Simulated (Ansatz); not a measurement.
## Single-point calculation, with input and output: Si₉₆C₉₅ (charge −3) (part 2 of 3)

Continued. System: Si₉₆C₉₅ (defect cell, 191 atoms in the cell, total charge −3). Method: DFT, r2SCAN, PAW, plane waves (Ansatz 0.2.0); cutoff 500 eV, 1×1×1 k-mesh, Fermi–Dirac smearing of 0.01 eV. 

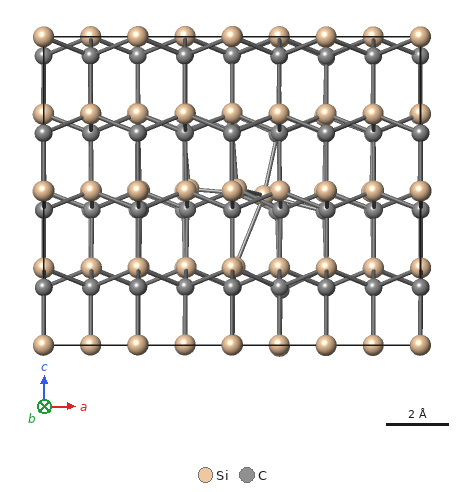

*The structure (ball-and-stick view of the cell of the calculation, along the b axis).*

**What the program printed, continued**
```
SCF iter   1: F=—  HF=-85396.178701 eV  |F-HF|=—  |Δ(HF+E_count)|=         —  Δρ=7.15e-2 (↑7.15e-2 ↓7.15e-2)  dr2=5.02e2  dr2_τ=1.39e1  dr2_m=1.63e-2  M=0.977 μB ∫|m|=1.029 μB  β_m=0.30  ethr=3.10e-3  ⟨swp⟩=6.0  Hψ=5292  notcnv=0  defer=199
preconditioner: auto → Resta (q_TF=auto, 2.329 Å⁻¹)  ε∞=3.9  [insulator: Δε(μ)=0.089 eV  Ē_g=13.549 eV  σ=0.010 eV  W_gap=0.98  n_scr=432 (ndim 8)  ℏωp=23.1 eV  f_vac=0.000  D(μ)=2.31/eV (n_scr^D=2)  ε∞_Penn≈3.9]
spin=Collinear: Resta preconditioning applied to the charge; magnetization (m = ρ↑ − ρ↓) channel mixes plain (no charge-response kernel on spin).
SCF iter   2: F=—  HF=-85303.909805 eV  |F-HF|=—  |Δ(HF+E_count)|=    9.23e1  Δρ=4.16e-2 (↑4.16e-2 ↓4.16e-2)  dr2=1.65e2  dr2_τ=1.14e0  dr2_m=1.41e-2  M=0.559 μB ∫|m|=0.667 μB  β_m=0.30  ethr=3.10e-3  ⟨swp⟩=3.0  Hψ=2129  notcnv=0  defer=360  κ⁻¹=1.0e0(r=1)
SCF iter   3: F=—  HF=-85271.971978 eV  |F-HF|=—  |Δ(HF+E_count)|=    3.19e1  Δρ=1.46e-2 (↑1.45e-2 ↓1.46e-2)  dr2=9.96e0  dr2_τ=8.27e-1  dr2_m=8.24e-3  M=0.494 μB ∫|m|=0.625 μB  β_m=0.30  ethr=3.10e-3  ⟨swp⟩=3.0  Hψ=1601  notcnv=0  defer=360  κ⁻¹=6.2e-3(r=2)
SCF iter   4: F=—  HF=-85275.789784 eV  |F-HF|=—  |Δ(HF+E_count)|=    3.82e0  Δρ=6.85e-3 (↑6.80e-3 ↓6.85e-3)  dr2=2.17e0  dr2_τ=1.78e-2  dr2_m=4.36e-3  M=0.510 μB ∫|m|=0.623 μB  β_m=0.30  ethr=1.30e-3  ⟨swp⟩=2.0  Hψ=1340  notcnv=0  defer=364  κ⁻¹=2.0e-3(r=3)
SCF iter   5: F=—  HF=-85276.212994 eV  |F-HF|=—  |Δ(HF+E_count)|=   4.23e-1  Δρ=1.22e-3 (↑1.22e-3 ↓1.21e-3)  dr2=5.78e-2  dr2_τ=1.88e-3  dr2_m=2.47e-3  M=0.495 μB ∫|m|=0.597 μB  β_m=0.30  ethr=2.83e-4  ⟨swp⟩=3.0  Hψ=1572  notcnv=0  defer=364  κ⁻¹=8.5e-5(r=4)
SCF iter   6: F=—  HF=-85276.194117 eV  |F-HF|=—  |Δ(HF+E_count)|=   1.89e-2  Δρ=6.32e-4 (↑6.07e-4 ↓6.32e-4)  dr2=2.11e-2  dr2_τ=1.71e-4  dr2_m=1.41e-3  M=0.516 μB ∫|m|=0.611 μB  β_m=0.30  ethr=7.53e-6  ⟨swp⟩=3.0  Hψ=1245  notcnv=0  defer=364  κ⁻¹=1.5e-5(r=5)
SCF iter   7: F=—  HF=-85276.198569 eV  |F-HF|=—  |Δ(HF+E_count)|=   4.45e-3  Δρ=3.28e-4 (↑3.13e-4 ↓3.28e-4)  dr2=3.02e-3  dr2_τ=2.72e-5  dr2_m=8.24e-4  M=0.533 μB ∫|m|=0.622 μB  β_m=1.20  ethr=2.75e-6  ⟨swp⟩=2.0  Hψ=1549  notcnv=0  defer=364
Mixer restart at iter 7: flushing history
spin-set hold released at iteration 7 (site moments contracting): the magnetisation degrees of freedom join the quasi-Newton model from the next iteration; the mixer history was flushed
SCF iter   8: F=—  HF=-85276.209624 eV  |F-HF|=—  |Δ(HF+E_count)|=   1.11e-2  Δρ=1.94e-4 (↑1.88e-4 ↓1.94e-4)  dr2=1.62e-3  dr2_τ=1.25e-5  dr2_m=7.06e-5  M=0.607 μB ∫|m|=0.690 μB  β_m=1.02  ethr=3.94e-7  ⟨swp⟩=2.5  Hψ=1566  notcnv=0  defer=364  κ⁻¹=1.0e0(r=1)
SCF iter   9: F=—  HF=-85276.209548 eV  |F-HF|=—  |Δ(HF+E_count)|=   7.59e-5  Δρ=1.18e-4 (↑1.18e-4 ↓1.17e-4)  dr2=6.37e-4  dr2_τ=4.13e-6  dr2_m=1.24e-5  M=0.690 μB ∫|m|=0.787 μB  β_m=1.20  ethr=2.11e-7  ⟨swp⟩=2.0  Hψ=1512  notcnv=0  defer=364  κ⁻¹=1.9e-1(r=2)
SCF iter  10: F=—  HF=-85276.210841 eV  |F-HF|=—  |Δ(HF+E_count)|=   1.29e-3  Δρ=4.10e-5 (↑4.01e-5 ↓4.10e-5)  dr2=9.77e-5  dr2_τ=6.77e-7  dr2_m=3.71e-6  M=0.773 μB ∫|m|=0.898 μB  β_m=1.20  ethr=8.31e-8  ⟨swp⟩=2.0  Hψ=1555  notcnv=0  defer=364  κ⁻¹=2.5e-2(r=3)
SCF iter  11: F=—  HF=-85276.208698 eV  |F-HF|=—  |Δ(HF+E_count)|=   2.14e-3  Δρ=1.36e-5 (↑1.21e-5 ↓1.36e-5)  dr2=1.39e-5  dr2_τ=6.29e-8  dr2_m=7.06e-7  M=0.782 μB ∫|m|=0.914 μB  β_m=1.20  ethr=1.27e-8  ⟨swp⟩=3.0  Hψ=1908  notcnv=0  defer=364  κ⁻¹=9.2e-3(r=4)
SCF iter  12: F=—  HF=-85276.208705 eV  |F-HF|=—  |Δ(HF+E_count)|=   6.52e-6  Δρ=6.93e-6 (↑6.93e-6 ↓6.82e-6)  dr2=4.61e-6  dr2_τ=1.56e-8  dr2_m=1.32e-7  M=0.776 μB ∫|m|=0.906 μB  β_m=1.20  ethr=1.81e-9  ⟨swp⟩=2.0  Hψ=1555  notcnv=0  defer=364  κ⁻¹=1.7e-3(r=5)
SCF iter  13: F=—  HF=-85276.208706 eV  |F-HF|=—  |Δ(HF+E_count)|=   1.70e-6  Δρ=3.12e-6 (↑3.12e-6 ↓3.00e-6)  dr2=5.41e-7  dr2_τ=2.47e-9  dr2_m=1.67e-8  M=0.772 μB ∫|m|=0.899 μB  β_m=1.20  ethr=6.01e-10  ⟨swp⟩=2.0  Hψ=1555  notcnv=0  defer=364  κ⁻¹=3.5e-4(r=6)
SCF iter  14: F=—  HF=-85276.208706 eV  |F-HF|=—  |Δ(HF+E_count)|=   1.49e-7  Δρ=2.00e-6 (↑2.00e-6 ↓1.98e-6)  dr2=1.90e-7  dr2_τ=1.00e-9  dr2_m=1.52e-9  M=0.772 μB ∫|m|=0.899 μB  β_m=1.20  ethr=1.30e-11  ⟨swp⟩=16.0  Hψ=7301  notcnv=0  κ⁻¹=4.2e-5(r=7)
SCF iter  15: F=—  HF=-85276.208706 eV  |F-HF|=—  |Δ(HF+E_count)|=   4.89e-8  Δρ=7.28e-7 (↑6.51e-7 ↓7.28e-7)  dr2=2.64e-8  dr2_τ=1.31e-10  dr2_m=1.32e-9  M=0.771 μB ∫|m|=0.898 μB  β_m=1.20  ethr=1.30e-11  ⟨swp⟩=4.0  Hψ=2672  notcnv=0  κ⁻¹=1.1e-5(r=8)
SCF iter  16: F=-85276.208706 eV  HF=-85276.208706 eV  |F-HF|=1.46e-9  |Δ(HF+E_count)|=   1.10e-8  Δρ=2.26e-7 (↑2.14e-7 ↓2.26e-7)  dr2=3.38e-9  dr2_τ=1.97e-11  dr2_m=1.91e-10  M=0.771 μB ∫|m|=0.898 μB  ethr=3.45e-12  ⟨swp⟩=3.0  Hψ=1930  notcnv=0
SCF 1 converged in 16 iterations: F = -85276.208706 eV  dr2 = 3.38e-9
  greatest PAW one-centre occupation: 0.665 electrons in one spin orbital (limit 2), on the C atom at site 113 (counted from 0), in its partial waves of l = 0
this state was not tested for a lower state beside it, because the mixer in use, unlike msr1, does not test its closes by its own steps (another_mixer; see scf.mixing.algorithm and scf.lower_state_search)
NSCF: frozen V_eff on 1 k-points
SCF converged after 16 iterations
Magnetization: 0.7714 μB (383.8857 up, 383.1143 down)
Absolute magnetization: 0.9011 μB (∫|ρ↑−ρ↓|, with the PAW one-centre terms)
Spin contamination: 0.0041 ħ² per cell (⟨S²⟩ above its minimum at these occupations)
Per-site moments (μB) at R_I (Å): [(0.002165144362841782, 0.7748349987720586), (0.00267418921689514, 0.7767116550870952), (0.002187100571648126, 0.776691700214882), (0.001606108626797995, 0.7758890549664009), (0.0018992235951182602, 0.7749185000111133), (0.003214747137883424, 0.7780176657685894), (0.001576865171151129, 0.7745814879311935), (0.001511642198571567, 0.7780451298322815), (0.00170930584
Free energy (F): -85276.208706 eV
Harris-Foulkes:  -85276.208706 eV  (|F-HF|=1.46e-9)
Internal energy: -85276.201479 eV  (E = F + TS)
E sigma→0 (E₀):  -85276.205093 eV
Entropy (-TS):   -0.007227 eV (-0.038 meV/atom)
Fermi energy:    12.315946 eV
--- Per-component energies (eV) ---
  E_band       = 2445.568556
  E_kinetic    = 13008.140352
  E_local      = -9963.190398  (includes V_loc(G=0)·N_el)
  E_nonlocal   = 4819.142683
  E_hartree    = 3141.121230
  E_xc         = -9710.156341
  E_vxc        = -11363.875776  (∫ρ·V_xc dr)
  E_paw        = -59447.482051  (= ΣΔE_a)
  E_vpaw       = -870.952288  (= ΣTr[D̂ρ^β])
  E_aug_tail   = 0.000781  (compensation charges beyond the density's cutoff)
  E_vtau       = 534.060419  (kinetic-family band-sum trace: ∫τ·v_τ [+ j·A + Jᵃ·Aᵃ] dr)
  E_ewald      = -27114.086664
  E_core_change = -9.691071  (= ΣΔE_core)
  E_smearing   = -0.007227  (= −TS)
  E_closure    = 0.000000  (closes the sum)
  E_deformation_potential = -54.094128  (in the stress; not in F)
  Σ components = -85276.208706   (vs F -85276.208706, Δ=0.00e0)
--- Forces (eV/Å), atoms counted from 1 ---
  atom   1  Si     0.01701124     0.00279589     0.01570362
  atom   2  Si     0.00596395     0.00267607     0.02215454
  atom   3  Si     0.01473563    -0.00738663     0.01331770
  atom   4  Si    -0.00514394     0.00697933     0.01083445
  atom   5  Si    -0.00178415     0.01401221     0.01203991
  atom   6  Si    -0.00554630    -0.01898365     0.01895143
  atom   7  Si     0.02106329     0.00938472     0.02006726
  atom   8  Si    -0.02487360     0.00574617     0.02346587
  atom   9  Si    -0.00109487    -0.00561266     0.01462308
  atom  10  Si    -0.00671074     0.01397295     0.01138757
  atom  11  Si     0.00353748     0.04599532    -0.00926436
  atom  12  Si     0.07145673     0.03161826     0.07319979
  atom  13  Si     0.04683004     0.05859748     0.06684611
  atom  14  Si     0.05504434    -0.01324836    -0.01079904
  atom  15  Si     0.02156076    -0.01083482     0.00545725
  atom  16  Si     0.00140556     0.00309949     0.00983202
  atom  17  Si    -0.02682483     0.02266781    -0.00936149
  atom  18  Si    -0.35383095    -0.21768723    -0.13169454
  atom  19  Si     0.00435914    -0.02057199    -0.01341619
  atom  20  Si     0.00646521    -0.00825182     0.01052247
  atom  21  Si    -0.02885884     0.00326907     0.01490373
  atom  22  Si    -0.00901604    -0.01730561     0.01738077
  atom  23  Si    -0.00618898    -0.01153878     0.00330659
  atom  24  Si     0.00372469    -0.01022450     0.01436635
  atom  25  Si    -0.00455886     0.00454300    -0.00163262
  atom  26  Si     0.00722809     0.01158011     0.00504806
  atom  27  Si     0.00673854     0.00421097    -0.00132646
  atom  28  Si     0.00228975     0.00267582    -0.00039313
  atom  29  Si     0.00086134     0.00144445     0.00733965
  atom  30  Si     0.02255418     0.02328996     0.00291117
  atom  31  Si     0.03182088     0.00547953     0.00021873
  atom  32  Si     0.00161148    -0.00030090     0.00484841
  atom  33  Si    -0.00318371     0.00038246     0.00357395
  atom  34  Si    -0.00180067     0.00159802    -0.00019279
  atom  35  Si     0.00284053     0.00393726     0.00920830
  atom  36  Si     0.13085450     0.06706994    -0.00780268
  atom  37  Si     0.00338035    -0.00126572     0.00954712
  atom  38  Si    -0.00500987    -0.00401920    -0.00144779
  atom  39  Si    -0.00528419     0.00128402    -0.00079869
  atom  40  Si    -0.00329383     0.00024060    -0.00679082
  atom  41  Si    -0.02270304     0.01402136     0.01954796
  atom  42  Si     0.00438288    -0.03723338     0.01949526
  atom  43  Si     0.00046947    -0.00563565     0.00357514
  atom  44  Si     0.00302301     0.00122769     0.00388362
  atom  45  Si    -0.00388950    -0.00722181     0.00133346
  atom  46  Si    -0.00527915    -0.01393815     0.00315664
  atom  47  Si    -0.00191613    -0.00407946    -0.00018653
  atom  48  Si    -0.00464300    -0.00008753    -0.00140017
  atom  49  Si     0.00844267    -0.00212516    -0.01409123
  atom  50  Si     0.00324466     0.00637145    -0.00268915
  atom  51  Si    -0.00168901    -0.00175723    -0.01602049
  atom  52  Si     0.00533285     0.00823495    -0.01009816
  atom  53  Si     0.00696209    -0.00721023    -0.01729426
  atom  54  Si     0.00969176     0.00460978    -0.01137526
  atom  55  Si     0.00314179     0.00951302    -0.01669382
  atom  56  Si    -0.00024719     0.07068401    -0.01432947
  atom  57  Si     0.00463149    -0.00423899    -0.00729245
  atom  58  Si     0.05451255    -0.02897189    -0.00969915
  atom  59  Si     0.00954033    -0.00915864    -0.00872644
  atom  60  Si     0.00617003     0.00165424    -0.00193828
  atom  61  Si     0.00308675    -0.00507341    -0.00877234
  atom  62  Si    -0.00626236     0.01246977    -0.00748707
  atom  63  Si    -0.03700567     0.01797645    -0.01750731
  atom  64  Si     0.01918657    -0.03747195    -0.00584491
  atom  65  Si     0.01205197    -0.00657781    -0.01815234
  atom  66  Si     0.01226087     0.00985941    -0.00817343
  atom  67  Si    -0.01398125    -0.00667706    -0.01571882
  atom  68  Si    -0.01024979     0.00258310    -0.00087545
  atom  69  Si    -0.00705422    -0.01562025    -0.01625793
  atom  70  Si    -0.00291909     0.00488759    -0.00430067
  atom  71  Si     0.01160578    -0.00356328    -0.01588189
  atom  72  Si     0.00583076     0.00747636    -0.00789992
  atom  73  Si    -0.00435817     0.00501369     0.00434366
  atom  74  Si    -0.00296348     0.00320393     0.00101790
  atom  75  Si    -0.00406382     0.00588809     0.00293745
  atom  76  Si    -0.00494669     0.00003371     0.00456503
  atom  77  Si     0.00133923     0.00054656     0.00439070
  atom  78  Si     0.00700500     0.01403136     0.00345101
  atom  79  Si     0.01461791     0.00741631     0.00634331
  atom  80  Si     0.01158314    -0.00435659     0.00264938
  atom  81  Si    -0.00181041    -0.00032042    -0.00007588
  atom  82  Si    -0.00606121     0.00153064     0.00364577
  atom  83  Si    -0.00861628     0.01093211     0.00377198
  atom  84  Si     0.00152541     0.00386882     0.01577812
  atom  85  Si     0.01198050    -0.00222464     0.01978566
  atom  86  Si     0.00768770    -0.00677066     0.00756780
  atom  87  Si    -0.00056056     0.00608266     0.00542453
  atom  88  Si    -0.00556108     0.00694583     0.00429525
  atom  89  Si    -0.01462880     0.01117719     0.01156877
  atom  90  Si     0.01914805     0.00646659     0.07706419
  atom  91  Si     0.00460403    -0.02353293     0.01157462
  atom  92  Si     0.00005253     0.00102172     0.00149001
  atom  93  Si     0.00240232    -0.00441296     0.00632079
  atom  94  Si    -0.00000883     0.00026721     0.00552938
  atom  95  Si     0.00124235     0.00064166     0.00569556
  atom  96  Si    -0.00512966     0.00682029     0.00183820
  atom  97  C      0.00313343    -0.00445813    -0.00609322
  atom  98  C     -0.00213955    -0.00789888    -0.00864732
  atom  99  C     -0.00004242    -0.00546272    -0.00894540
  atom 100  C     -0.00104781     0.00305409    -0.00648518
  atom 101  C     -0.00338721    -0.00427949    -0.00777109
  atom 102  C     -0.00258681    -0.02616386    -0.01768458
  atom 103  C     -0.01360582    -0.00371635    -0.00729539
  atom 104  C     -0.02035084     0.01812116    -0.01269732
  atom 105  C      0.00062232     0.00696196    -0.00647258
  atom 106  C      0.00082062    -0.00442967    -0.00767191
  atom 107  C     -0.00310852    -0.01612911    -0.01683029
  atom 108  C     -0.01763397    -0.07141194    -0.03419222
  atom 109  C     -0.07051397     0.02743086    -0.03178488
  atom 110  C     -0.01870415     0.00998706    -0.01287284
  atom 111  C      0.00000361    -0.00112390    -0.00914323
  atom 112  C      0.00490344    -0.00716712    -0.00817235
  atom 113  C      0.01098289    -0.01289559    -0.01058409
  atom 114  C      0.00535029     0.01442129    -0.06881564
  atom 115  C     -0.01604059     0.02104165    -0.01040265
  atom 116  C     -0.00586123     0.00488592    -0.00841466
  atom 117  C      0.00904144     0.01371304    -0.00826537
  atom 118  C      0.00880233     0.01849872    -0.00467476
  atom 119  C     -0.00097299     0.00321410    -0.00835041
  atom 120  C      0.00546117     0.00139242    -0.00866056
  atom 121  C     -0.00836593     0.00324692    -0.00853573
  atom 122  C     -0.00409526     0.00149308    -0.00430758
  atom 123  C     -0.00782183    -0.00087072    -0.00582843
  atom 124  C      0.00206848    -0.00528001    -0.00239585
  atom 125  C     -0.00389312    -0.00121874    -0.00683479
  atom 126  C      0.00164052    -0.00160476     0.00253441
  atom 127  C     -0.00905524    -0.00295016    -0.00159366
  atom 128  C     -0.00363326     0.00309281     0.00020966
  atom 129  C     -0.01215493     0.00141676    -0.00562754
  atom 130  C     -0.00195717    -0.00414638    -0.00474029
  atom 131  C      0.00505886    -0.02222872     0.00138251
  atom 132  C      0.02008628    -0.04354581     0.03991884
  atom 133  C     -0.02648840     0.03332712     0.03430859
  atom 134  C     -0.02150490     0.01899345     0.00270915
  atom 135  C     -0.01305222     0.00651685    -0.00842379
  atom 136  C     -0.00055774    -0.00471633    -0.00737254
  atom 137  C      0.02312784    -0.01023756     0.01157220
  atom 138  C      0.00429219     0.01244591     0.19446995
  atom 139  C     -0.00242697     0.02392744     0.01057966
  atom 140  C     -0.00700810     0.00560687    -0.00626257
  atom 141  C      0.00073933    -0.00765052     0.00130454
  atom 142  C     -0.01232509     0.00496656     0.00031688
  atom 143  C     -0.00419939     0.00907980    -0.00533816
  atom 144  C     -0.00890410     0.00308728    -0.00852262
  atom 145  C      0.00019315    -0.01216525    -0.00790711
  atom 146  C     -0.01653863    -0.02019384    -0.01459318
  atom 147  C     -0.01388594    -0.02216930    -0.01693974
  atom 148  C      0.01704191    -0.03163305    -0.02728037
  atom 149  C      0.01398723    -0.01383380    -0.00551038
  atom 150  C     -0.06881410    -0.06018317    -0.02815162
  atom 151  C     -0.05866107    -0.04504451    -0.02859941
  atom 152  C      0.00926025     0.00496225    -0.00534047
  atom 153  C      0.00088615     0.00985883    -0.00775112
  atom 154  C      0.00266150    -0.01111769    -0.00991384
  atom 155  C      0.03935766    -0.04703661     0.00871382
  atom 156  C     -0.00535557     0.04124611     0.01240795
```
